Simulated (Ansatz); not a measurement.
System: SnSe, space group P4/nmm (No. 129).

Starting cell:
```cif
data_structure
_symmetry_space_group_name_H-M 'P 1'
_symmetry_Int_Tables_number 1
_cell_length_a 4.2853
_cell_length_b 4.2853
_cell_length_c 10.9907
_cell_angle_alpha 90.000
_cell_angle_beta 90.000
_cell_angle_gamma 90.000
_cell_volume 201.83
loop_
_atom_site_label
_atom_site_type_symbol
_atom_site_fract_x
_atom_site_fract_y
_atom_site_fract_z
_atom_site_occupancy
Sn1 Sn 0.00000 0.50000 0.62777 1
Sn2 Sn 0.50000 0.00000 0.37223 1
Se1 Se 0.00000 0.50000 0.38396 1
Se2 Se 0.50000 0.00000 0.61604 1
```

How it was computed, with Ansatz 0.2.0: all-electron LAPW DFT, no spin polarisation; energies at scaled volumes of the given cell, shape and fractions fixed, counted from the fit's minimum, third-order Birch-Murnaghan fit. Level: PBEsol.

- k mesh: 6×6×3
- occupations: Fermi–Dirac
- smearing width: 0.05 eV
- potentials: all electron LAPW, scalar relativistic
- program settings: basis error eV/atom 0.001

What does the calculation give for the energy and pressure against volume? The volume takes the values 47.43, 48.44, 49.45, 50.46, 51.47, 52.48, 53.49 Å³/atom.

A third-order Birch–Murnaghan fit gives V0 = 49.18 Å³/atom, B0 = 28.5 GPa and B′ = 4.4. The energy is 5.90 meV/atom at volume 47.43 Å³/atom and 28.84 meV/atom at 53.49 Å³/atom; the lowest computed point is at volume 49.45 Å³/atom (0.13 meV/atom), and no other minimum shows. The pressure falls from 1.12 GPa at volume 47.43 Å³/atom to −1.99 GPa at 53.49 Å³/atom, and changes sign near 49.2 Å³/atom.

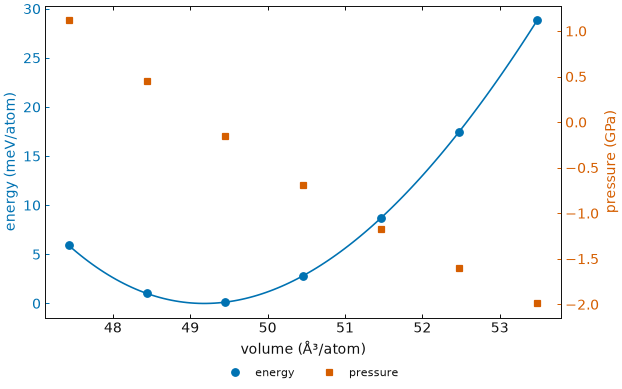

Caveats: shape and atomic fractions are frozen while scaling, which makes layered, chain and framework solids too stiff.
